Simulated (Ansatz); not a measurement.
**Ta12S: single-point calculation**

Ta12S (slab, 13 atoms in the cell), computed with DFT, PBE, plane waves, PAW, PAW set soft_1, no spin polarisation (Ansatz 0.2.0).

The structure derives from an entry of the Crystallography Open Database. Figures and captions count atoms from 1; the log counts them from 0 in places.

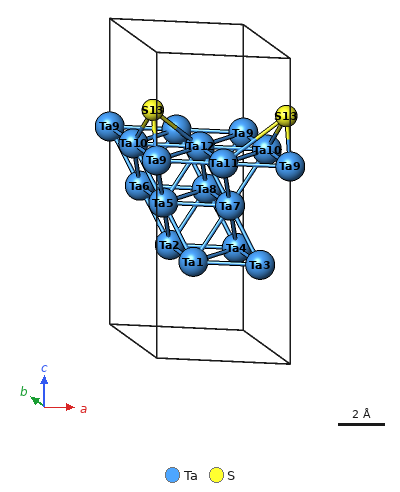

**Figure 1.** The structure as given in the input (ball-and-stick view of the cell of the calculation, with the vacuum cut short, seen slightly off an axis; atoms are numbered from 1 in the order of the input).

## Key numbers

- outcome: converged
- electrons treated: 162
- free energy: −120090.6524 eV
- Fermi energy: 3.898 eV
- gap on the k-point mesh: none (metallic)
- largest force (length of the vector): 1.472 eV/Å
- hardware: 4 threads of Arm Neoverse N1, 98 GiB of memory available, shared host
- wall time: 54 s (CPU time 3.5 min)
- peak memory: 1.7 GiB

## Notes

Settings chosen away from the usual ones: basis.ecutwfc set to 29.4 Ry (from 420). These settings are looser than, or depart from, a standard set-up, so the numbers are not reference values for this system. Warnings of the run: the cutoff is below the recommended one. Spin–orbit coupling is left out, which matters for Ta.

## Input file
```yaml
crystal:
  lattice:
    - [5.9723607034, 0.0, 0.0]
    - [-2.9861803517, 5.1722160897, 0.0]
    - [0.0, 0.0, 20.3075820724]
  atoms:
    - { symbol: Ta, position: [0.3333333333, 0.1666666667, 0.1969707662] }
    - { symbol: Ta, position: [0.3333333333, 0.6666666667, 0.1969707662] }
    - { symbol: Ta, position: [0.8333333333, 0.1666666667, 0.1969707662] }
    - { symbol: Ta, position: [0.8333333333, 0.6666666667, 0.1969707662] }
    - { symbol: Ta, position: [0.1666666667, 0.3333333333, 0.3153261433] }
    - { symbol: Ta, position: [0.1666666667, 0.8333333333, 0.3153261433] }
    - { symbol: Ta, position: [0.6666666667, 0.3333333333, 0.3153261433] }
    - { symbol: Ta, position: [0.6666666667, 0.8333333333, 0.3153261433] }
    - { symbol: Ta, position: [0.0, 0.0, 0.4337090472] }
    - { symbol: Ta, position: [0.0, 0.5, 0.4337090472] }
    - { symbol: Ta, position: [0.5, 0.0, 0.4337090472] }
    - { symbol: Ta, position: [0.5, 0.5, 0.4337090472] }
    - { symbol: S, position: [0.0, 0.0833333333, 0.5409372104] }
basis:
  ecutwfc: "29.4 Ry"
kpoints:
  mp_grid: { grid: [6, 6, 1] }
hamiltonian:
  xc: pbe
  pseudopotentials: { kind: paw, azcp: { folder: soft_1 } }
scf:
  occupations: { method: gaussian, width: 0.1 }
output:
  forces: true
  eigenvalues: true
efield:
  axis: 3
  dipole_correction: true
  ramp_width: 0.04
```

Command:
```bash
ansatz run input.yaml --threads 4 --pin off --max-ram 12288MiB --backend cpu --events-out ev --progress --plain --runs-dir out
```

## The program's output
```
Warning: basis.ecutwfc = 400.00737781602356 eV is below the records' recommended 420 eV, and the density's cutoff is lower with it unless basis.ecutrho_ratio is high enough to keep the records' density cutoff: compare with a run at a higher cutoff
Engine: ansatz 0.2.0, aarch64-unknown-linux-gnu
Pseudopotentials: kind: paw
Pseudopotential: Ta, paw, valence charge 13, recommended cutoff 420 eV (normal), [file]
Pseudopotential: S, paw, valence charge 6, recommended cutoff 420 eV (normal), [file]
Functional definition: PBE
  parameter kappa = 0.804
  parameter beta = 0.06672455060314922
  exchange = pbe_x(kappa = kappa, mu = beta*pi^2/3)
  correlation = pbe_c(beta = beta)
Crystal: 13 atoms, lattice volume = 627.308 Å³
Basis set: ecut = 400.00737781602356 eV, 11359 PW (Γ), exchange–correlation on 80×80×270 points (8 copies of the dense FFT grid, shifted against one another)
Bands: 98, of which v1, the nominal top of the filled ones, is band 81 counted from 1 (80 counted from 0)
Symmetry: 1 space group operations
Space group: P1 (ITA 1), of the structure as read, at distance tolerance 8.6e-5 Å
k-points: 20 of 36 (time reversal used)
Non-local potential: Ta, projectors of the file, l = 0: 3, l = 1: 2, l = 2: 2, l = 3: 1
Non-local potential: S, projectors of the file, l = 0: 2, l = 1: 2, l = 2: 1
PAW form: soft (Blöchl's): semilocal exchange-correlation on the pseudo side does not see the compensation charge
PAW one-centre angular grid: Ta, 590 points (default); XC on 64 Gauss nodes
PAW one-centre angular grid: S, 110 points (default); XC on 64 Gauss nodes
Initial density: superposition of atomic densities (neutral atoms: chi_scale 0, normalization atom)
Initial wavefunctions: pseudopotential atomic-orbital guess
Functional: x = pbe(κ = 0.804, μ = 0.2195149727645171), c = pbe(β = 0.06672455060314922)
SCF iter   1: F=—  HF=-120097.501487 eV  |F-HF|=—  |Δ(HF+E_count)|=         —  Δρ=3.85e-2  dr2=7.34e1  ethr=3.10e-3  p=0.000 e·Å  D=9.01e-6 V/Å  ΔV_dip=-0.00 eV  dr2_dipole=1.45e0  V_vac-E_F(+/−)=6.95/6.95 eV  ⟨swp⟩=8.8  Hψ=9391  notcnv=0
efield: sawtooth ramp at fractional position 0.8490 (placed from the atoms, in the widest stretch of the axis that holds none; the zero of the levels goes with the place), width 0.0400; the density the first Hamiltonian is built on has a dipole p = 0.000 e·Å; the dipole correction subtracts the counter field D = 9.01e-6 V/Å, which shifts the + side's vacuum level by -0.00 eV against the − side's; the planar-averaged density in the ramp window peaks in size at 7.2e-6 e/Å³
preconditioner: auto → LDOS  [metal: Δε(μ)=0.011 eV  Ē_g=3.978 eV  σ=0.100 eV  W_gap=0.06  n_scr=98 (ndim 8)  ℏωp=12.0 eV  f_vac=0.511  D(μ)=14.43/eV (n_scr^D=78)  β→1.0]
SCF iter   2: F=—  HF=-120092.962028 eV  |F-HF|=—  |Δ(HF+E_count)|=    4.54e0  Δρ=2.59e-2  dr2=3.31e1  ethr=3.10e-3  p=-0.041 e·Å  D=-1.17e-2 V/Å  ΔV_dip=0.24 eV  dr2_dipole=8.44e-1  V_vac-E_F(+/−)=3.73/3.49 eV  ⟨swp⟩=4.5  Hψ=4879  notcnv=0  defer=98
SCF iter   3: F=—  HF=-120090.697680 eV  |F-HF|=—  |Δ(HF+E_count)|=    2.26e0  Δρ=6.38e-3  dr2=9.30e-1  ethr=3.10e-3  p=-0.046 e·Å  D=-1.32e-2 V/Å  ΔV_dip=0.27 eV  dr2_dipole=1.06e-1  V_vac-E_F(+/−)=5.30/5.03 eV  ⟨swp⟩=3.9  Hψ=4375  notcnv=0  defer=111
SCF iter   4: F=—  HF=-120090.653327 eV  |F-HF|=—  |Δ(HF+E_count)|=   4.44e-2  Δρ=2.29e-3  dr2=1.27e-1  ethr=5.74e-4  p=-0.045 e·Å  D=-1.31e-2 V/Å  ΔV_dip=0.27 eV  dr2_dipole=2.40e-2  V_vac-E_F(+/−)=5.00/4.74 eV  ⟨swp⟩=2.0  Hψ=2723  notcnv=0  defer=111
SCF iter   5: F=—  HF=-120090.652408 eV  |F-HF|=—  |Δ(HF+E_count)|=   9.19e-4  Δρ=8.90e-4  dr2=8.65e-3  ethr=7.86e-5  p=-0.051 e·Å  D=-1.46e-2 V/Å  ΔV_dip=0.30 eV  dr2_dipole=7.69e-5  V_vac-E_F(+/−)=5.00/4.70 eV  ⟨swp⟩=2.0  Hψ=2487  notcnv=0  defer=111
SCF iter   6: F=—  HF=-120090.651922 eV  |F-HF|=—  |Δ(HF+E_count)|=   4.86e-4  Δρ=2.82e-4  dr2=1.67e-3  ethr=5.34e-6  p=-0.055 e·Å  D=-1.57e-2 V/Å  ΔV_dip=0.32 eV  dr2_dipole=7.35e-4  V_vac-E_F(+/−)=5.00/4.68 eV  ⟨swp⟩=3.1  Hψ=3922  notcnv=0  defer=111
SCF iter   7: F=—  HF=-120090.652076 eV  |F-HF|=—  |Δ(HF+E_count)|=   1.54e-4  Δρ=1.31e-4  dr2=1.56e-4  ethr=1.03e-6  p=-0.058 e·Å  D=-1.66e-2 V/Å  ΔV_dip=0.34 eV  dr2_dipole=5.26e-5  V_vac-E_F(+/−)=5.00/4.66 eV  ⟨swp⟩=1.3  Hψ=1935  notcnv=0  defer=111
SCF iter   8: F=—  HF=-120090.652144 eV  |F-HF|=—  |Δ(HF+E_count)|=   6.79e-5  Δρ=4.21e-5  dr2=4.52e-5  ethr=9.64e-8  p=-0.060 e·Å  D=-1.74e-2 V/Å  ΔV_dip=0.35 eV  dr2_dipole=7.25e-6  V_vac-E_F(+/−)=5.00/4.64 eV  ⟨swp⟩=2.0  Hψ=2488  notcnv=0  defer=111
SCF iter   9: F=—  HF=-120090.652438 eV  |F-HF|=—  |Δ(HF+E_count)|=   2.94e-4  Δρ=1.36e-5  dr2=5.97e-6  ethr=2.79e-8  p=-0.061 e·Å  D=-1.75e-2 V/Å  ΔV_dip=0.36 eV  dr2_dipole=7.52e-7  V_vac-E_F(+/−)=5.00/4.64 eV  ⟨swp⟩=1.7  Hψ=2129  notcnv=0  defer=111
SCF iter  10: F=—  HF=-120090.652439 eV  |F-HF|=—  |Δ(HF+E_count)|=   6.58e-7  Δρ=3.87e-6  dr2=1.91e-7  ethr=3.68e-9  p=-0.061 e·Å  D=-1.76e-2 V/Å  ΔV_dip=0.36 eV  dr2_dipole=4.41e-9  V_vac-E_F(+/−)=5.00/4.64 eV  ⟨swp⟩=2.0  Hψ=2482  notcnv=0  defer=111
SCF iter  11: F=-120090.652439 eV  HF=-120090.652439 eV  |F-HF|=2.85e-9  |Δ(HF+E_count)|=   8.71e-8  Δρ=9.89e-7  dr2=1.75e-8  ethr=6.17e-11  p=-0.061 e·Å  D=-1.76e-2 V/Å  ΔV_dip=0.36 eV  dr2_dipole=1.85e-9  V_vac-E_F(+/−)=5.00/4.64 eV  ⟨swp⟩=17.1  Hψ=10278  notcnv=0
SCF 1 converged in 11 iterations: F = -120090.652439 eV  dr2 = 1.75e-8
  greatest PAW one-centre occupation: 0.999 electrons in one spin orbital (limit 2), on the Ta atom at site 6 (counted from 0), in its partial waves of l = 0
```

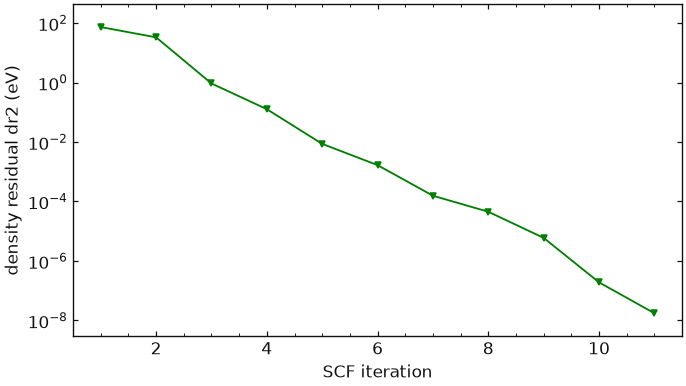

**Figure 2.** Convergence of the self-consistent field: density residual dr2 against the SCF iteration. The residual falls at every step.

```
SCF converged after 11 iterations
Free energy (F): -120090.652439 eV
Harris-Foulkes:  -120090.652439 eV  (|F-HF|=2.85e-9)
Internal energy: -120090.546393 eV  (E = F + TS)
E sigma→0 (E₀):  -120090.599416 eV
Entropy (-TS):   -0.106046 eV (-8.157 meV/atom)
Fermi energy:    3.898304 eV
Dipole field:    D = -0.017585 V/Å  (p = -0.060963 e·Å, saw-weighted, corrected)
Work function:   Φ+ = 4.9972 eV   Φ− = 4.6400 eV
Levels:          The Fermi level and band energies are counted from a zero that moves with the ramp; work functions are not
--- Per-component energies (eV) ---
  E_band       = -3629.921082
  E_kinetic    = 4790.763083
  E_local      = -111802.813804  (includes V_loc(G=0)·N_el)
  E_nonlocal   = -97.556603
  E_hartree    = 53793.118896
  E_xc         = -3924.309077
  E_vxc        = -2859.914937  (∫ρ·V_xc dr)
  E_paw        = -100262.051181  (= ΣΔE_a)
  E_vpaw       = -1243.994306  (= ΣTr[D̂ρ^β])
  E_aug_tail   = 0.001366  (compensation charges beyond the density's cutoff)
  E_efield     = 0.000536  (sawtooth field / dipole correction)
  E_vefield    = -2.617479  (∫n·V_field dr)
  E_ewald      = 37412.300391
  E_smearing   = -0.106046  (= −TS)
  E_closure    = -0.000000  (closes the sum)
  Σ components = -120090.652439   (vs F -120090.652439, Δ=0.00e0)
--- Forces (eV/Å), atoms counted from 1 ---
  atom   1  Ta    -0.10106068    -0.08880586    -0.11202118
  atom   2  Ta    -0.02300759     0.02019354    -0.13765283
  atom   3  Ta     0.10100136    -0.06364362    -0.12367301
  atom   4  Ta     0.01486241     0.13885040    -0.12988779
  atom   5  Ta    -0.00491495     0.20454568    -0.10163354
  atom   6  Ta     0.14914958    -0.04889191    -0.24808611
  atom   7  Ta    -0.02484772     0.00837479     0.26913372
  atom   8  Ta    -0.19721240    -0.06777190    -0.19051615
  atom   9  Ta     0.55766859    -0.76729816     1.12585709
  atom  10  Ta    -0.19040791     0.27593615     0.05765172
  atom  11  Ta    -0.20239836    -0.29539792    -0.24700583
  atom  12  Ta     0.36023363    -0.02416071    -0.15929586
  atom  13  S     -0.43907054     0.70807339    -0.00296445
  max |Σ_I F_I| component: 9.42e-5 eV/Å
--- Band table (eV; the first three rows and the last of 20) ---
  k-point 0: bands = ["-64.0313", "-63.9898", "-63.9711", "-63.8987", "-63.8434", "-63.8362", "-63.8278", "-63.7932", "-63.7339", "-63.7091", "-63.6918", "-63.6891", "-30.8662", "-30.8507", "-30.8328", "-30.8274", "-30.7962", "-30.7863", "-30.7403", "-30.7157", "-30.7118", "-30.7073", "-30.5480", "-30.4824", "-30.4751", "-30.3771", "-30.3183", "-30.3129", "-30.3088", "-30.2874", "-30.1944", "-30.1869", "-30.1396", "-30.1248", "-30.1194", "-30.0973", "-30.0639", "-30.0623", "-30.0073", "-30.0035", "-30.0013", "-29.9932", "-29.9894", "-29.9875", "-29.9376", "-29.9373", "-29.8409", "-29.8370", "-8.4683", "-3.6297", "-2.0192", "-0.9828", "-0.3885", "-0.3609", "-0.3361", "-0.2004", "-0.1535", "-0.1355", "0.4369", "0.4732", "0.5115", "0.6997", "0.7489", "0.7678", "1.1476", "1.1934", "1.3064", "2.1168", "2.5025", "2.5628", "3.3059", "3.4902", "3.5948", "3.6667", "3.7967", "3.9041", "3.9812", "4.0250", "4.1857", "4.1870", "4.3129", "4.4671", "4.4680", "4.5020", "4.5060", "4.5156", "4.6814", "4.6822", "4.7898", "4.8998", "5.1820", "5.2762", "5.6886", "5.9618", "6.0677", "6.2078", "6.3252", "6.4527"]
  k-point 1: bands = ["-64.0290", "-63.9898", "-63.9732", "-63.8947", "-63.8460", "-63.8363", "-63.8294", "-63.7917", "-63.7336", "-63.7094", "-63.6936", "-63.6892", "-30.8388", "-30.8233", "-30.8092", "-30.7923", "-30.7739", "-30.7588", "-30.7136", "-30.6869", "-30.6852", "-30.6654", "-30.5453", "-30.4898", "-30.4874", "-30.3965", "-30.3301", "-30.3109", "-30.3061", "-30.2748", "-30.2109", "-30.1945", "-30.1708", "-30.1686", "-30.1186", "-30.0859", "-30.0756", "-30.0555", "-30.0376", "-30.0265", "-30.0201", "-30.0139", "-30.0034", "-29.9874", "-29.9576", "-29.9497", "-29.8857", "-29.8503", "-8.4637", "-3.3947", "-1.7897", "-0.7365", "-0.4685", "-0.2286", "-0.2050", "-0.1211", "-0.0246", "0.0426", "0.4710", "0.5843", "0.7083", "0.8459", "0.8867", "0.9433", "1.2186", "1.2957", "1.3803", "2.1615", "2.4495", "2.5645", "3.1854", "3.4368", "3.5588", "3.6211", "3.6946", "3.7427", "3.7796", "3.8333", "3.9311", "4.2032", "4.3383", "4.3876", "4.3966", "4.4172", "4.5524", "4.5752", "4.5847", "4.6177", "4.6911", "4.9017", "4.9174", "5.0283", "5.2717", "5.5957", "5.6904", "5.9565", "6.2737", "6.3778"]
  k-point 2: bands = ["-64.0236", "-63.9896", "-63.9781", "-63.8838", "-63.8549", "-63.8363", "-63.8315", "-63.7887", "-63.7326", "-63.7100", "-63.6976", "-63.6893", "-30.7874", "-30.7606", "-30.7488", "-30.7228", "-30.7091", "-30.6859", "-30.6505", "-30.6228", "-30.6211", "-30.5508", "-30.5407", "-30.5113", "-30.4938", "-30.4336", "-30.3835", "-30.3036", "-30.2922", "-30.2721", "-30.2548", "-30.2360", "-30.2332", "-30.1950", "-30.1716", "-30.1499", "-30.1060", "-30.0938", "-30.0897", "-30.0572", "-30.0538", "-30.0240", "-30.0130", "-30.0038", "-29.9909", "-29.9704", "-29.9570", "-29.8756", "-8.4548", "-2.7399", "-1.1814", "-0.9595", "-0.1565", "-0.0730", "0.1330", "0.1695", "0.3418", "0.4657", "0.6139", "0.7552", "1.0201", "1.0561", "1.3803", "1.4358", "1.5526", "1.6733", "1.6998", "2.2197", "2.4323", "2.5195", "2.7461", "2.9726", "3.0788", "3.0929", "3.2885", "3.4478", "3.6493", "3.7814", "3.7875", "3.8512", "3.8730", "3.9480", "4.0010", "4.0894", "4.1667", "4.3748", "4.4618", "4.5339", "4.6735", "4.8184", "4.8802", "4.9566", "5.0221", "5.2703", "5.5564", "5.7037", "6.0466", "6.2526"]
  k-point 19: bands = ["-64.0107", "-64.0079", "-63.9723", "-63.8746", "-63.8604", "-63.8429", "-63.8287", "-63.7870", "-63.7324", "-63.7107", "-63.6981", "-63.6904", "-30.7412", "-30.7251", "-30.7113", "-30.7076", "-30.6841", "-30.6360", "-30.5861", "-30.5769", "-30.5658", "-30.5591", "-30.5188", "-30.4844", "-30.4640", "-30.4189", "-30.3954", "-30.3446", "-30.3437", "-30.3245", "-30.2949", "-30.2597", "-30.2409", "-30.2083", "-30.1921", "-30.1571", "-30.1491", "-30.1365", "-30.1333", "-30.0828", "-30.0571", "-30.0515", "-30.0255", "-30.0109", "-29.9982", "-29.9833", "-29.9369", "-29.8937", "-8.4504", "-1.8387", "-1.8144", "-0.5037", "-0.4700", "0.3442", "0.3939", "0.4243", "0.5933", "0.6699", "0.7938", "0.8398", "0.9761", "1.2199", "1.7904", "1.8376", "1.9942", "1.9981", "2.0241", "2.1082", "2.4237", "2.5508", "2.5837", "2.6976", "2.7238", "2.7824", "3.0743", "3.1887", "3.2751", "3.2882", "3.3361", "3.4818", "3.5409", "3.6338", "3.7539", "3.8165", "4.1486", "4.1631", "4.2214", "4.4704", "4.5792", "4.9394", "5.0102", "5.0524", "5.5113", "5.5564", "5.8156", "5.8321", "5.8808", "6.0254"]
```
